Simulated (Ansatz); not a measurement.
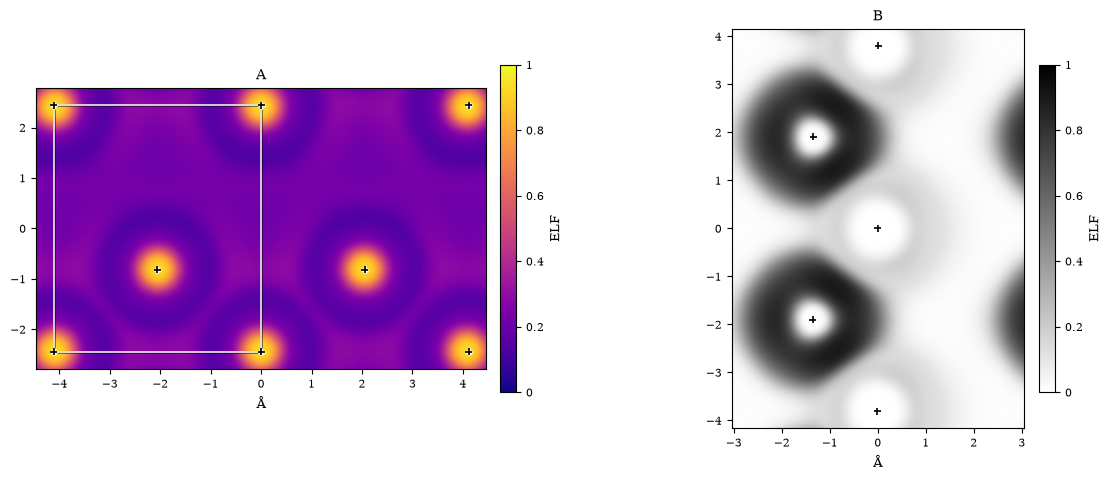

The electron localisation function of 2 systems, each on a plane through atoms (crosses mark nuclei in the plane).

Method: DFT r2SCAN, scalar-relativistic, plane waves, PAW in Ansatz 0.2.0.

System 1: Cu, the (110) plane of the conventional cell. Space group P6₃/mmc; a structure from a database of computed crystals, not necessarily the ambient phase; changed on purpose from its base cell (strain +0.1125 x Voigt [1, 1, 0, 0, 0, 0], atoms carried along); computed pressure about −19 GPa in this cell; computed without spin polarisation.

```xyz
2
Lattice="2.8192 0.0000 0.0000 -1.4096 2.4415 0.0000 0.0000 0.0000 4.1126" Properties=species:S:1:pos:R:3 pbc="T T T"
Cu    0.0000    1.6277    1.0281
Cu    1.4096    0.8138    3.0844
```

System 2: ZnS, the (110) plane of the standardised cell. Space group Imm2; changed on purpose from its base cell (strain +0.0050 x Voigt [0, 0, 0, 0, 1, 0], atoms carried along).

```cif
data_structure
_symmetry_space_group_name_H-M 'P 1'
_symmetry_Int_Tables_number 1
_cell_length_a 5.3890
_cell_length_b 5.3890
_cell_length_c 5.3890
_cell_angle_alpha 90.286
_cell_angle_beta 90.000
_cell_angle_gamma 90.000
_cell_volume 156.50
loop_
_atom_site_label
_atom_site_type_symbol
_atom_site_fract_x
_atom_site_fract_y
_atom_site_fract_z
_atom_site_occupancy
Zn1 Zn 0.00000 0.50000 0.50000 1
Zn2 Zn 0.50000 0.00000 0.50000 1
Zn3 Zn 0.00000 0.00000 0.00000 1
Zn4 Zn 0.50000 0.50000 0.00000 1
S1 S 0.25000 0.75000 0.75000 1
S2 S 0.75000 0.25000 0.75000 1
S3 S 0.25000 0.25000 0.25000 1
S4 S 0.75000 0.75000 0.25000 1
```

Q: Match each panel to its system.

A: Panel A is system 1, Cu: the plane holds Cu. Cu–Cu (2.62 Å): the ELF is about 0.20 at the midpoint; no localised pair shows between them. Panel B is system 2, ZnS: the plane holds Zn and S. Zn–S (2.33 Å): the ELF peaks at about 0.90 in the valence shell of S, 0.8 Å from its nucleus, and is about 0.60 at the midpoint.
